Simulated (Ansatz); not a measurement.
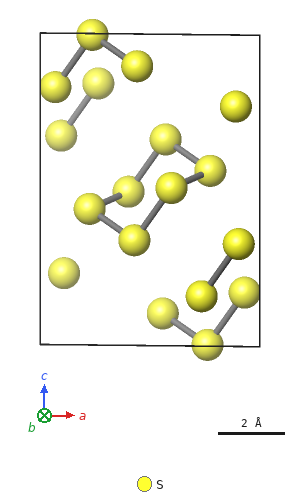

Starting frame of a dynamics run of an 18-atom cell of S (set up in R-3). The picture is a ball-and-stick view of the simulation cell, seen along the b axis.

Level of theory: Ansatz, DFT PBE+D3(BJ), scalar-relativistic, plane waves, PAW.

Input
```yaml
crystal:
  lattice:
    - [0.0, -6.3376615861, -2.8719026524]
    - [5.4885759341, 3.168830793, -2.8719026524]
    - [5.4885759341, -3.168830793, 7.179756631]
  atoms:
    - { symbol: S, position: [0.4021666667, 0.7401666667, 0.4933333333] }
    - { symbol: S, position: [0.7355, 0.0735, 0.16] }
    - { symbol: S, position: [0.0688333333, 0.4068333333, 0.8266666667] }
    - { symbol: S, position: [0.4288333333, 0.3243333333, 0.3376666667] }
    - { symbol: S, position: [0.7621666667, 0.6576666667, 0.0043333333] }
    - { symbol: S, position: [0.0955, 0.991, 0.671] }
    - { symbol: S, position: [0.775, 0.5415, 0.563] }
    - { symbol: S, position: [0.1083333333, 0.8748333333, 0.2296666667] }
    - { symbol: S, position: [0.4416666667, 0.2081666667, 0.8963333333] }
    - { symbol: S, position: [0.5978333333, 0.2598333333, 0.5066666667] }
    - { symbol: S, position: [0.9311666667, 0.5931666667, 0.1733333333] }
    - { symbol: S, position: [0.2645, 0.9265, 0.84] }
    - { symbol: S, position: [0.5711666667, 0.6756666667, 0.6623333333] }
    - { symbol: S, position: [0.9045, 0.009, 0.329] }
    - { symbol: S, position: [0.2378333333, 0.3423333333, 0.9956666667] }
    - { symbol: S, position: [0.225, 0.4585, 0.437] }
    - { symbol: S, position: [0.5583333333, 0.7918333333, 0.1036666667] }
    - { symbol: S, position: [0.8916666667, 0.1251666667, 0.7703333333] }
basis:
  ecutwfc: 420
kpoints:
  mp_grid: { grid: [2, 2, 2], shift: [0.5, 0.5, 0.5] }
hamiltonian:
  xc: pbe
  dispersion: d3bj
scf:
  occupations: { method: fermi_dirac, width: 0.1551 }
  lower_state_search: "off"
  convergence: { dr2_threshold: 1.0e-07 }
output:
  forces: true
  stress: true
md:
  timestep: 6.0
  n_steps: 30
  ensemble: npt_langevin
  temperature: 1800.0
  initial_velocities: maxwell_boltzmann
  seed: 35664
  friction: 0.02
  pressure: 0.0
```

Command:
```bash
ansatz run input.yaml --threads 4 --pin off --max-ram 5120MiB --backend cpu --events-out ev --progress --plain --runs-dir out
```

Q: Predict how the run goes.

A: The mean temperature in the second half is 1538 K (standard deviation 211 K). The potential energy is still drifting at the end, so the run hasn't reached equilibrium. The potential energy in the second half lies on average 193 meV per atom above the first frame. The mean pressure there is 0.3 GPa. The volume ends +1.4 % from the start. Root-mean-square distances from the starting positions over the second half, with the common drift of all atoms taken out: S 0.43 Å. The heavy atoms stay within a fraction of a molecule's size of their starting places; so short a run doesn't tell a liquid from a solid. The conserved quantity stays between −2.5 and 2 meV per atom of its start. A straight-line fit has a slope that amounts to −1.9 meV per atom over 180 fs (1.0 % of the mean kinetic energy), and the ripple about it is 3.6 % of the kinetic energy's fluctuation. With a drift under 2 % and a ripple under 7 %, the integration is accurate. The time step of 6 fs is long for the fastest vibrations here (lightest element sulfur).

Along the run (each row but the first and the last is the mean over the interval that it begins):

```tsv
time (fs)	potential energy (meV/atom)	T (K)	p (GPa)
0.0	0.0	1700	-1.6
18.0	121.5	1269	1.3
36.0	160.9	1256	-0.8
54.0	190.9	1007	-1.1
72.0	170.3	1373	0.4
90.0	177.1	1490	0.7
108.0	181.0	1259	0.2
126.0	194.3	1560	0.2
144.0	192.2	1775	-1.2
162.0	211.9	1601	0.8
180.0	220.2	1553	2.4
```

The paths of the atoms:

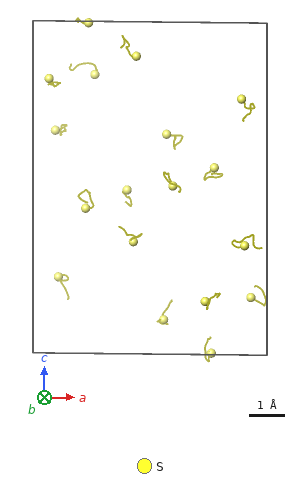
